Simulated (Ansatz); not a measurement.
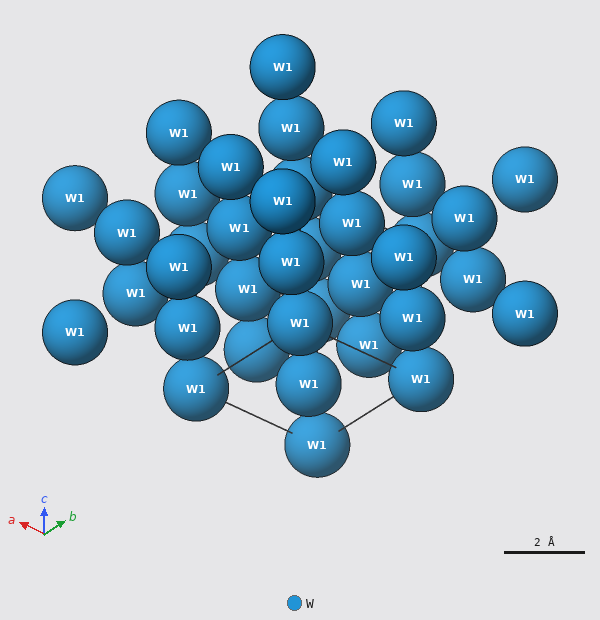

**Figure 1.** The structure as given in the input (spheres-only view of the cell 4 times as large as that of the calculation, set on its symmetry axes, repeated 2 × 2 × 1, seen at an oblique angle; atoms are numbered from 1 in the order of the input).

**Two runs on W**

System: W (1 atom in the cell).
Method of run A: DFT r2SCAN, scalar-relativistic, plane waves, PAW, no spin polarisation (Ansatz 0.2.0).

The structure was built on a prototype by a generator; it need not be a known phase. Text and figures count atoms from 1; the logs count them from 0 in places.

## Input file, run A
```yaml
crystal:
  lattice:
    - [0.0, 2.0190628741, 2.0190628741]
    - [2.0190628741, 0.0, 2.0190628741]
    - [2.0190628741, 2.0190628741, 0.0]
  atoms:
    - { symbol: W, position: [0.0, 0.0, 0.0] }
basis:
  ecutwfc: 500
  ecutrho_ratio: 4
kpoints:
  mp_grid: { grid: [18, 18, 18] }
hamiltonian:
  xc: r2scan
scf:
  occupations: { method: gaussian, width: 0.05 }
output:
  forces: true
  stress: true
  eigenvalues: true
```

Hardware: 2 threads of an x86-64 CPU, shared host.

## Output, shortened to warnings, some set-up lines, iterations and results (run A)
```
Basis set: ecut = 500 eV, 411 PW (Γ), exchange–correlation on 96×96×96 points (64 copies of the dense FFT grid, shifted against one another)
Symmetry: 48 space group operations
k-points: 195 of 5832
Initial density: superposition of atomic densities (neutral atoms: chi_scale 0, normalization atom), corrected by the library's trained network
[...]
SCF iter   1: F=—  HF=-10396.726542 eV  |F-HF|=—  |Δ(HF+E_count)|=         —  Δρ=6.11e-3  dr2=2.98e-3  dr2_τ=4.18e-2  ethr=1.77e-3  ⟨swp⟩=5.5  Hψ=13005  notcnv=0
SCF iter   2: F=—  HF=-10396.738122 eV  |F-HF|=—  |Δ(HF+E_count)|=   1.16e-2  Δρ=2.96e-3  dr2=3.76e-4  dr2_τ=8.74e-5  ethr=2.13e-5  ⟨swp⟩=2.1  Hψ=5152  notcnv=0  defer=21
SCF iter   3: F=—  HF=-10396.738511 eV  |F-HF|=—  |Δ(HF+E_count)|=   3.88e-4  Δρ=9.51e-4  dr2=3.87e-5  dr2_τ=1.12e-5  ethr=2.69e-6  ⟨swp⟩=2.4  Hψ=2810  notcnv=0  defer=21
SCF iter   4: F=—  HF=-10396.738551 eV  |F-HF|=—  |Δ(HF+E_count)|=   4.01e-5  Δρ=4.21e-5  dr2=1.15e-7  dr2_τ=3.17e-8  ethr=2.77e-7  ⟨swp⟩=2.7  Hψ=3228  notcnv=0  defer=21
SCF iter   5: F=-10396.738551 eV  HF=-10396.738551 eV  |F-HF|=2.65e-9  |Δ(HF+E_count)|=   1.48e-7  Δρ=6.95e-6  dr2=2.52e-9  dr2_τ=1.98e-9  ethr=8.21e-10  ⟨swp⟩=2.1  Hψ=3353  …
SCF iter   6: F=-10396.738551 eV  HF=-10396.738551 eV  |F-HF|=5.46e-12  |Δ(HF+E_count)|=   3.36e-9  Δρ=3.81e-7  dr2=1.47e-11  dr2_τ=8.98e-12  ethr=1.80e-11  ⟨swp⟩=2.4  …
SCF 1 converged in 6 iterations: F = -10396.738551 eV  dr2 = 1.47e-11
SCF converged after 6 iterations
Free energy (F): -10396.738551 eV
Harris-Foulkes:  -10396.738551 eV  (|F-HF|=5.46e-12)
Internal energy: -10396.737193 eV  (E = F + TS)
E sigma→0 (E₀):  -10396.737872 eV
Entropy (-TS):   -0.001358 eV (-1.358 meV/atom)
Fermi energy:    21.064327 eV
--- Per-component energies (eV) ---
  E_band       = -107.528733
  E_kinetic    = 449.470300
  E_local      = -626.899739  (includes V_loc(G=0)·N_el)
  E_nonlocal   = 1.366199
  E_hartree    = 223.636445
  E_xc         = -248.409831
  E_vxc        = -259.084901  (∫ρ·V_xc dr)
  E_paw        = -8593.084593  (= ΣΔE_a)
  E_vpaw       = -133.080519  (= ΣTr[D̂ρ^β])
  E_aug_tail   = -0.000044  (compensation charges beyond the density's cutoff)
  E_vtau       = 13.427170  (kinetic-family band-sum trace: ∫τ·v_τ [+ j·A + Jᵃ·Aᵃ] dr)
  E_ewald      = -1602.227982
  E_core_change = -0.587949  (= ΣΔE_core)
  E_smearing   = -0.001358  (= −TS)
  E_closure    = 0.000000  (closes the sum)
  Σ components = -10396.738551   (vs F -10396.738551, Δ=0.00e0)
--- Forces (eV/Å), atoms counted from 1 ---
  atom   1  W     -0.00000000     0.00000000    -0.00000000
  max |Σ_I F_I| component: 3.49e-32 eV/Å
--- Stress (GPa, compression-positive) ---
       -4.633821      -0.000000       0.000000
        0.000000      -4.633821       0.000000
        0.000000      -0.000000      -4.633821
  P = ⅓ Tr σ = -4.6338 GPa (-46.338 kbar)
```

For run B the input was changed thus:
```diff
-    - [0.0, 2.0190628741, 2.0190628741]
-    - [2.0190628741, 0.0, 2.0190628741]
-    - [2.0190628741, 2.0190628741, 0.0]
+    - [0.0, 2.0085634052, 2.0085634052]
+    - [2.0085634052, 0.0, 2.0085634052]
+    - [2.0085634052, 2.0085634052, 0.0]
```

Predict how the results change.

With the same functional and potentials, run B lies 3.7 meV per atom lower. The pressure goes from −4.63 to 0.05 GPa. The volume per atom goes from 16.46 to 16.21 Å³. The cell is scaled evenly with the atoms at fixed fractional positions, so −ΔP/Δ ln V estimates the bulk modulus midway between the two volumes: about 300 GPa. The number of SCF iterations is the same.

## Output, shortened to warnings, some set-up lines, iterations and results (run B)
```
Basis set: ecut = 500 eV, 411 PW (Γ), exchange–correlation on 96×96×96 points (64 copies of the dense FFT grid, shifted against one another)
Symmetry: 48 space group operations
k-points: 195 of 5832
Initial density: superposition of atomic densities (neutral atoms: chi_scale 0, normalization atom), corrected by the library's trained network
[...]
SCF iter   1: F=—  HF=-10396.729121 eV  |F-HF|=—  |Δ(HF+E_count)|=         —  Δρ=6.27e-3  dr2=3.23e-3  dr2_τ=4.40e-2  ethr=1.77e-3  ⟨swp⟩=5.5  Hψ=12959  notcnv=0
SCF iter   2: F=—  HF=-10396.741808 eV  |F-HF|=—  |Δ(HF+E_count)|=   1.27e-2  Δρ=3.00e-3  dr2=3.80e-4  dr2_τ=9.04e-5  ethr=2.31e-5  ⟨swp⟩=2.1  Hψ=5146  notcnv=0  defer=22
SCF iter   3: F=—  HF=-10396.742204 eV  |F-HF|=—  |Δ(HF+E_count)|=   3.96e-4  Δρ=1.05e-3  dr2=4.68e-5  dr2_τ=1.30e-5  ethr=2.71e-6  ⟨swp⟩=2.3  Hψ=2768  notcnv=0  defer=22
SCF iter   4: F=—  HF=-10396.742252 eV  |F-HF|=—  |Δ(HF+E_count)|=   4.87e-5  Δρ=4.50e-5  dr2=1.46e-7  dr2_τ=3.70e-8  ethr=3.34e-7  ⟨swp⟩=2.7  Hψ=3255  notcnv=0  defer=22
SCF iter   5: F=-10396.742252 eV  HF=-10396.742252 eV  |F-HF|=3.13e-9  |Δ(HF+E_count)|=   1.49e-7  Δρ=7.51e-6  dr2=3.11e-9  dr2_τ=2.00e-9  ethr=1.04e-9  ⟨swp⟩=2.1  Hψ=3250  …
SCF iter   6: F=-10396.742252 eV  HF=-10396.742252 eV  |F-HF|=5.46e-12  |Δ(HF+E_count)|=   3.92e-9  Δρ=4.08e-7  dr2=1.30e-11  dr2_τ=1.12e-11  ethr=2.22e-11  ⟨swp⟩=2.4  …
SCF 1 converged in 6 iterations: F = -10396.742252 eV  dr2 = 1.30e-11
SCF converged after 6 iterations
Free energy (F): -10396.742252 eV
Harris-Foulkes:  -10396.742252 eV  (|F-HF|=5.46e-12)
Internal energy: -10396.740851 eV  (E = F + TS)
E sigma→0 (E₀):  -10396.741552 eV
Entropy (-TS):   -0.001402 eV (-1.402 meV/atom)
Fermi energy:    21.437176 eV
--- Per-component energies (eV) ---
  E_band       = -102.222033
  E_kinetic    = 450.253448
  E_local      = -616.072174  (includes V_loc(G=0)·N_el)
  E_nonlocal   = 1.433734
  E_hartree    = 220.676058
  E_xc         = -248.688536
  E_vxc        = -259.487794  (∫ρ·V_xc dr)
  E_paw        = -8593.151994  (= ΣΔE_a)
  E_vpaw       = -133.151187  (= ΣTr[D̂ρ^β])
  E_aug_tail   = -0.000048  (compensation charges beyond the density's cutoff)
  E_vtau       = 13.449945  (kinetic-family band-sum trace: ∫τ·v_τ [+ j·A + Jᵃ·Aᵃ] dr)
  E_ewald      = -1610.603392
  E_core_change = -0.587949  (= ΣΔE_core)
  E_smearing   = -0.001402  (= −TS)
  E_closure    = 0.000000  (closes the sum)
  Σ components = -10396.742252   (vs F -10396.742252, Δ=0.00e0)
--- Forces (eV/Å), atoms counted from 1 ---
  atom   1  W     -0.00000000     0.00000000    -0.00000000
  max |Σ_I F_I| component: 2.16e-32 eV/Å
--- Stress (GPa, compression-positive) ---
        0.050890       0.000000      -0.000000
       -0.000000       0.050890      -0.000000
        0.000000      -0.000000       0.050890
  P = ⅓ Tr σ = 0.0509 GPa (0.509 kbar)
```

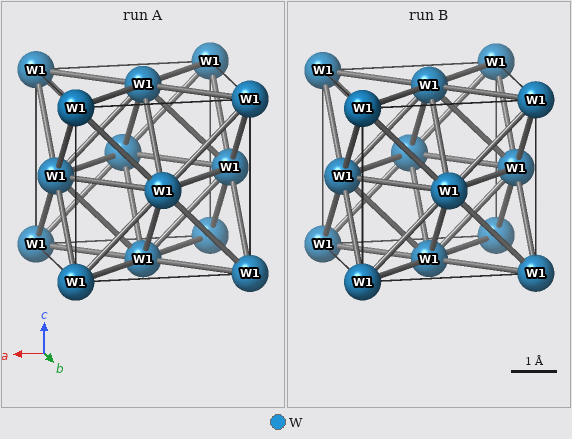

**Figure 2.** The two input geometries at one scale (ball-and-stick view of the cell 4 times as large as that of the calculation, set on its symmetry axes, seen at an oblique angle). No atom moves by more than 0.005 Å relative to the cell. The drawn cell changes as follows: a = b = c 4.038 → 4.017 Å (−0.5 %); the volume changes by −1.6 %. Among the contacts that change: W1–W1 2.855 → 2.841 Å.

## The two runs side by side

```csv
quantity,run A,run B
outcome,converged,converged
free energy per atom (eV),−10396.7386,−10396.7423
"energy per atom, smearing taken to zero (eV)",−10396.7379,−10396.7416
pressure (GPa),−4.63,0.05
volume per atom (Å³),16.46,16.21
largest force (eV/Å),0.000,0.000
SCF iterations,6,6
irreducible k-points,195,195
plane waves at Γ,411,411
wall time (shared host),1.2 s,1.2 s
```

For both runs: Spin–orbit coupling is left out, which matters for W.
